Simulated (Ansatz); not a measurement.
The calculation's input:

```
crystal:
  lattice:
    - [3.2899984505, 0.0, 0.0]
    - [-1.6449992252, 2.8492222365, 0.0]
    - [0.0, 0.0, 12.97]
  atoms:
    - { symbol: W, position: [0.3333333333, 0.6666666667, 0.25] }
    - { symbol: W, position: [0.6666666667, 0.3333333333, 0.75] }
    - { symbol: Se, position: [0.3333333333, 0.6666666667, 0.621] }
    - { symbol: Se, position: [0.6666666667, 0.3333333333, 0.121] }
    - { symbol: Se, position: [0.3333333333, 0.6666666667, 0.879] }
    - { symbol: Se, position: [0.6666666667, 0.3333333333, 0.379] }
scf:
  occupations: { method: fixed }
output:
  forces: true
  stress: true
  eigenvalues: true
  write_density: true
  write_potential: true
  elf: true
  volumetric_format: npy
hamiltonian:
  xc: pbe
  dispersion: d3bj
relax:
  f_tol: 0.001
  max_steps: 60
  cell: { stress_tol: 0.03 }
kpoints:
  mp_grid: { grid: [12, 12, 3] }
```

Command:

```sh
ansatz run input.yaml --threads 16 --pin off --max-ram 24576MiB --backend cpu --events-out ev --progress --plain --runs-dir out
```

Below, planes, directions and counts refer to the conventional cell (a = 3.28 Å, b = 3.28 Å, c = 12.79 Å, α = 90.00°, β = 90.00°, γ = 120.00°).

The fields are those of the run's last geometry, not of the input's.

Space group P6₃/mmc.

These are results of DFT PBE+D3(BJ), scalar-relativistic, plane waves, PAW (Ansatz 0.2.0), not measurements.

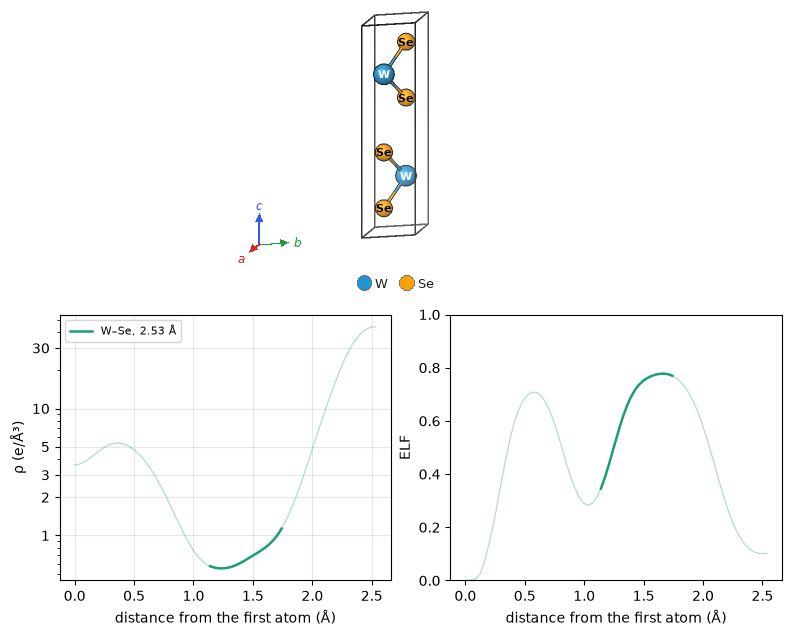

WSe₂. Valence charge density (pseudo) and electron localisation function along straight lines between neighbouring atoms. Thin, pale parts lie inside the atomic spheres. The structure is drawn too.

Core electrons are frozen (PAW), and the valence fields are smoothed inside the atomic spheres.

### What can be read from the curves?

W–Se (2.53 Å): the density is about 0.55 e/Å³ at the midpoint; the ELF is about 0.55 at the midpoint.
